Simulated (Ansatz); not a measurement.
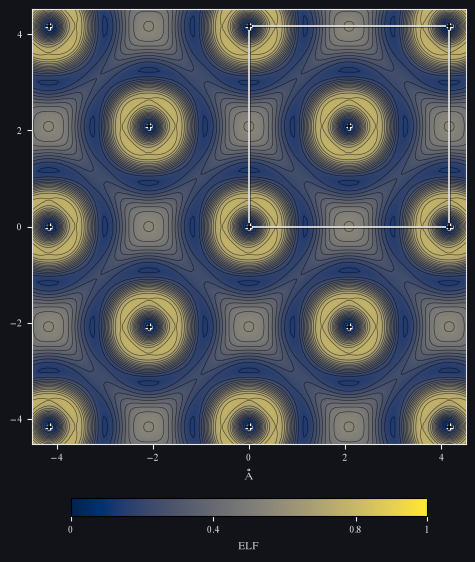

The electron localisation function on a plane through atoms (crosses mark nuclei in the plane).

Method: Ansatz, DFT PBEsol, scalar-relativistic, plane waves, PAW.

Candidates:
A. Nb, a = 4.17 Å, b = 4.17 Å, c = 4.17 Å, α = 90.00°, β = 90.00°, γ = 90.00°. Space group Fm-3m; changed on purpose from its base cell (strain -0.015 along x and y, -0.015 along z, atoms carried along); computed without spin polarisation.
B. MgI2, a = 4.13 Å, b = 4.13 Å, c = 7.24 Å, α = 90.00°, β = 90.00°, γ = 120.00°. Space group P-3m1; changed on purpose from its base cell (strain along c alone, the other axes held, atoms relaxed: +3.0 %).
C. Mg, a = 4.50 Å, b = 4.50 Å, c = 4.50 Å, α = 90.00°, β = 90.00°, γ = 90.00°. Space group Fm-3m.

> Which system is this?

Candidate A: Nb on the (100) plane of the conventional cell, which holds Nb. Nb–Nb (2.95 Å): the ELF is about 0.25 at the midpoint; no shared electron pair shows on this line.
